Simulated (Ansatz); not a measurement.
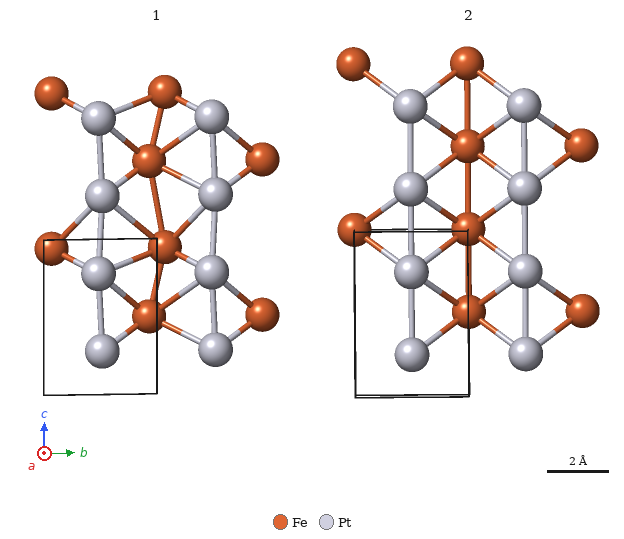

Two geometries of crystalline FePt (a generated structure, set up in P1) (coarse preliminary run), drawn at one scale. One is the start of a relaxation, the other its converged end. The picture is a ball-and-stick view of the cell of the calculation, repeated 1 × 2 × 2 with one cell outlined, seen along the a axis.

Computed with DFT PBE, scalar-relativistic, plane waves, PAW in Ansatz. Settings: plane-wave cutoff 420 eV; k-point mesh 8 × 6 × 4; occupations gaussian; smearing width 0.2 eV; collinear spin; cell and atoms relaxed; force threshold 0.025 eV/Å; at most 60 steps.

Q: Which geometry has the lower energy?

A: Structure 2 is the relaxed one. After 5 accepted moves (7 points after the start) the energy has fallen by 2.865 eV per cell of the calculation. Largest force component: 5.4 eV/Å at the start, 0.00048 eV/Å at the end. The pressure goes from 41.66 to 0.00 GPa. At 2 points the geometry stayed and the basis and grid were re-selected for the new cell (energy shift of 4.4 meV per cell of the calculation at most each time). A Fe atom moves most relative to the cell: 0.41 Å roughly along [−1 −2 2]. By element the largest moves are Fe 0.41 Å, Pt 0.25 Å. The drawn cell changes as follows: a 2.740 → 2.734 Å (−0.2 %), b 3.740 → 3.756 Å (+0.4 %), c 5.135 → 5.468 Å (+6.5 %), α 89.1° → 90.0°, β 86.7° → 90.0°, γ 89.1° → 90.0°; the volume changes by +6.9 %. Near-neighbour distances that change, for instance: Fe–Pt 2.155 → 2.695 Å, Fe–Pt 2.176 → 2.695 Å, Fe–Pt 2.283 → 2.695 Å, Fe–Fe 2.342 → 2.734 Å. The space group (tolerance 0.01 Å) goes from P1 (No. 1) to P4/mmm (No. 123).
